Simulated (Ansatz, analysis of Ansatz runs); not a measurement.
# Local vibrational mode of the Al-H pair in Si (PBE), part 2 of 2

Aim: the local vibrational mode of the Al-H pair in Si, to be set beside the measurement. Set-up: PBE, 64-site cell, PBE lattice, 420 eV, k: 2x2x2 shifted 0.5 0.5 0.5. The model is a cell of 64 host atoms with Al put on another atom's site and H put in between. The frequencies come from force constants among the defect atom and its neighbours, with the masses of the isotopes named. This set-up takes another sampling or smearing than the usual one for this cell.

Ansatz 0.2.0; PBE, 64-site cell, PBE lattice, 420 eV, k: 2x2x2 shifted 0.5 0.5 0.5.

So far: The starting structure; Relaxation, charge 0.

### 2. Relaxation, charge 0 (continued)

Level of this step: plane-wave PAW DFT, PBE; relaxation of all atoms of a defect supercell (Ansatz).

Relaxation path:

```csv
step,energy less that of the first step (eV),largest force component (eV/Å)
1,0.0000,1.7103
2,-0.6643,0.3134
3,-0.7058,0.0773
4,-0.7074,0.0265
5,-0.7076,0.0072
6,-0.7077,0.0077
7,-0.7077,0.0085
8,-0.7086,0.0463
9,-0.7088,0.1125
10,-0.6916,0.2465
11,-0.7210,0.0351
12,-0.7244,0.0325
13,-0.7258,0.0374
14,-0.7283,0.0402
15,-0.7297,0.0319
16,-0.7299,0.0131
17,-0.7300,0.0047
```

Relaxation step 10 was tried and not accepted.

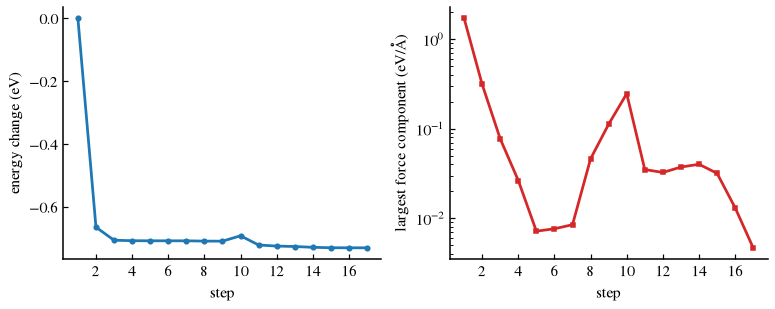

Energy and largest force along the relaxation.

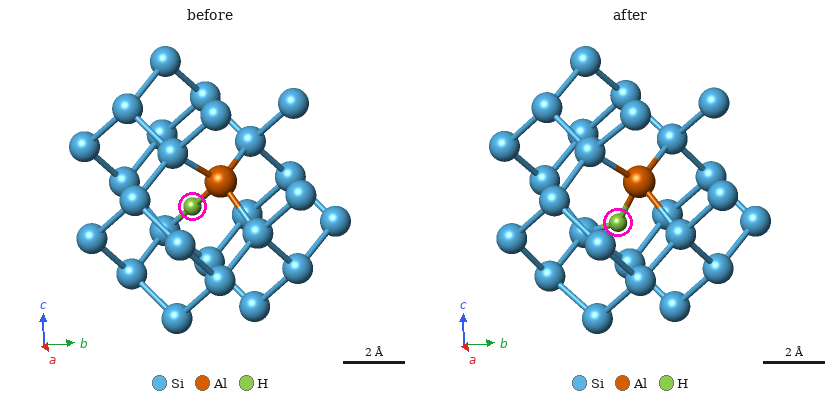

Before and after: the atoms that start within 5 Å of the centre. H65, which moves most, is ringed if it is among them.

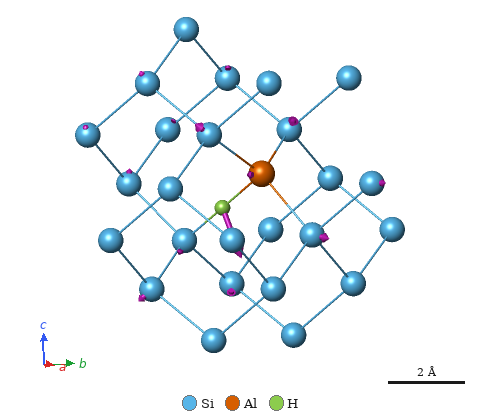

Displacements in the relaxation from the typed sites near the centre, exaggerated, the mean shift taken out; the longest in the cell stands for 0.56 Å.

The atoms that moved most (Å, from the sites as typed, ahead of the random displacement, the mean shift of all atoms taken out):

```csv
atom,dx,dy,dz,length
H65,0.154,0.155,-0.520,0.564
Si27,-0.100,0.060,0.073,0.138
Si42,0.060,-0.100,0.073,0.138
Si49,0.083,0.083,-0.023,0.119
Si7,0.009,-0.073,-0.062,0.096
Si6,-0.073,0.009,-0.062,0.096
Al8,-0.058,-0.058,-0.006,0.082
Si53,0.050,0.050,0.002,0.070
```

Neighbours of the ideal centre at the end:

```csv
atom,distance (Å)
H65,0.872
Al8,0.937
Si4,2.119
Si49,2.726
Si27,2.733
Si42,2.734
Si5,3.428
Si6,3.524
Si7,3.526
```

Neighbours of the added atoms: H65: Si4 1.53, Al8 1.72, Si49 2.75 Å.

Numbers from this step:

```yaml
free_energy: -40608.1201 eV
```

The relaxation ends 11 meV an atom lower than the displaced start, with a largest force component of 0.0047 eV/Å.

### 3. Local vibrational modes

A local mode lives on the defect and the atoms next to it, so only the sites listed in the input are displaced, which costs far fewer SCF runs than the whole cell would.

This step: plane-wave PAW DFT, PBE; finite-displacement force constants among the atoms nearest to a defect, the others at rest.

Contents of modes/input.yaml:

```yaml
crystal:
  lattice:
    - [10.93956649, 0.0, 0.0]
    - [0.0, 10.93956649, 0.0]
    - [0.0, 0.0, 10.93956649]
  atoms:
    - { symbol: Si, position: [0.0021493, 0.002014306, 0.251149603] }
    - { symbol: Si, position: [-0.003672876, 0.249048548, -0.002912291] }
[... 1 atom line left out ...]
    - { symbol: Si, position: [0.235223181, 0.2350755, 0.2313691] }
    - { symbol: Si, position: [0.125551867, 0.1254102, 0.380263958] }
    - { symbol: Si, position: [0.118592843, 0.375959101, 0.11928597] }
    - { symbol: Si, position: [0.376084623, 0.118437969, 0.119262496] }
    - { symbol: Al, position: [0.393686285, 0.393562486, 0.398138574] }
[... 12 atom lines left out ...]
    - { symbol: Si, position: [0.122761672, 0.626846161, 0.375400778] }
[... 1 atom line left out ...]
    - { symbol: Si, position: [0.376000574, 0.625606353, 0.125666371] }
[... 3 atom lines left out ...]
    - { symbol: Si, position: [0.241059115, 0.505608582, 0.506615589] }
[... 10 atom lines left out ...]
    - { symbol: Si, position: [0.625730279, 0.375863763, 0.125664722] }
[... 3 atom lines left out ...]
    - { symbol: Si, position: [0.505735116, 0.240946715, 0.506635691] }
[... 6 atom lines left out ...]
    - { symbol: Si, position: [0.507810296, 0.507675908, 0.247822982] }
[... 15 atom lines left out ...]
    - { symbol: H, position: [0.330731133, 0.330740001, 0.268860434] }
basis:
  ecutwfc: 420
  xc_grid: 2
hamiltonian:
  xc: pbe
kpoints:
  mp_grid: { grid: [2, 2, 2], shift: [0.5, 0.5, 0.5] }
scf:
  occupations: { method: fermi_dirac, width: 0.01 }
  max_iter: 120
output: {}
checkpoint:
  read: "../relax.run"
phonons:
  supercell: [1, 1, 1]
  displaced_sites: [3, 5, 7, 48, 64]
```

Command:

```
$ ansatz run input.yaml --threads 4 --pin off --max-ram 7536MiB --backend cpu --events-out ev --progress --plain --runs-dir out
```

Numbers of over 12 decimals in the logs are rounded to 6 here.

Log:

```text
[...]
Crystal: 65 atoms, lattice volume = 1309.183 Å³
Basis set: ecut = 420 eV, 25677 PW (Γ), exchange–correlation on 150×150×150 points (8 copies of the dense FFT grid, shifted against one another)
Bands: 193, of which v1, the nominal top of the filled ones, is band 128 counted from 1 (127 counted from 0)
Symmetry: 1 space group operations
k-points: 4 of 8 (time reversal used)
[...]
iter 1 solved again at ethr=2.66e-11 eV; its pass at ethr=3.10e-3 eV (dr2=6.82e-8 eV) is discarded
[...]
SCF iter   5: F=-40608.120147 eV  HF=-40608.120147 eV  |F-HF|=0.00e0  |Δ(HF+E_count)|=  8.00e-11  Δρ=1.73e-8  dr2=8.91e-12  ethr=1.00e-12  ⟨swp⟩=4.0  Hψ=2093  notcnv=0
SCF 1 converged in 5 iterations: F = -40608.120147 eV  dr2 = 8.91e-12
[...]
SCF 2 converged in 7 iterations: F = -40608.120103 eV  dr2 = 4.52e-12
[...]
symmetry images taken by strict's conditions (phonons.symmetry_images: auto; settled by no image being taken that strict refuses)
  force constants formed among 5 of 65 sites (Si 3, Si 5, Al 7, Si 48, H 64); the other 60 at rest. The modes move the named sites alone.
  the frequencies, the zero-point energy and the sums are of the block with the acoustic sum rule laid on its rows. Row sums over every site: 1.2e-4 eV/Å² at the most
  transpose residual: 5.1e-5 eV/Å²
  largest component of a force at the reference: 4.7e-3 eV/Å on a named site, 1.2e-3 eV/Å on a site at rest
  frequencies among the named sites at Γ of the cell (cm⁻¹): 148.63 190.36 235.43 244.72 296.59 340.56 350.79 355.29 367.79 373.00 396.16 443.26 457.37 816.20 2099.36
  unstable modes among the named sites: 0
  frequencies as built, with no sum rule (cm⁻¹): 148.63 190.36 235.43 244.72 296.60 340.56 350.79 355.29 367.79 373.00 396.16 443.26 457.37 816.20 2099.36
  zero-point energy: 0.441106 eV/cell   skipped modes (ω ≤ 0): 0
  not written: the harmonic force-constant file, the file of eigenvectors (these modes' are written with the force constants), the density of states and the dispersion, which are of every site
[key lines of the parts left out:]
SCF converged after 5 iterations
Free energy (F): -40608.120147 eV
Fermi energy:    6.340054 eV
```

Run time: 20 min. Hardware: 4 threads of Arm Neoverse V1, shared host; peak memory 4.6 GiB.

Reading the cycles: dr2 is the Hartree energy of the density residual (eV), the measure of convergence; HF is the Harris–Foulkes estimate of the energy, which meets the free energy F at convergence.

Read from the output:

```yaml
free_energy: -40608.1201 eV
```

The modes with the largest weight on the probed atoms (the light atom of a pair), for the masses of each isotope. Modes of the displaced atoms (local only where they lie over the host's phonons):

```csv
isotopes,mode (cm⁻¹),share of the defect atoms
H,2100,0.981
H,816.3,0.865
H,296.6,0.601
D,1499,0.962
D,617.4,0.734
D,215.7,0.679
```

### 4. Results

| Item | Value |
| --- | --- |
| distance from the defect atom to its nearest neighbour | 1.535 Å |
| Si-H stretch, 1H | 2100 cm⁻¹ |
| time of the whole chain | 29 min on 4 threads |

What this shows: Si-H stretch, 1H: computed 2100 cm⁻¹, measured 2201 cm⁻¹; 101 cm⁻¹ (5 %) below the measurement. The computed value is harmonic, while the measured line is the anharmonic fundamental, which for X–H stretches usually lies a few per cent lower. Only the named neighbours move, so modes near the host's band are approximate.

[Logs are printed without paths, hosts, clocks, repeated set-up lines and the standing remarks that a program may print on its own settings, such as how far it seeks lower states.]

[Hosts, paths, dates, database ids (printed as entryN), source tags and the programs' standing remarks are cut or masked in the printed files.]

[For some hosts the program warned that the k-mesh of the response run may be too coarse for force constants and the static dielectric constant; such warnings are not shown here.]
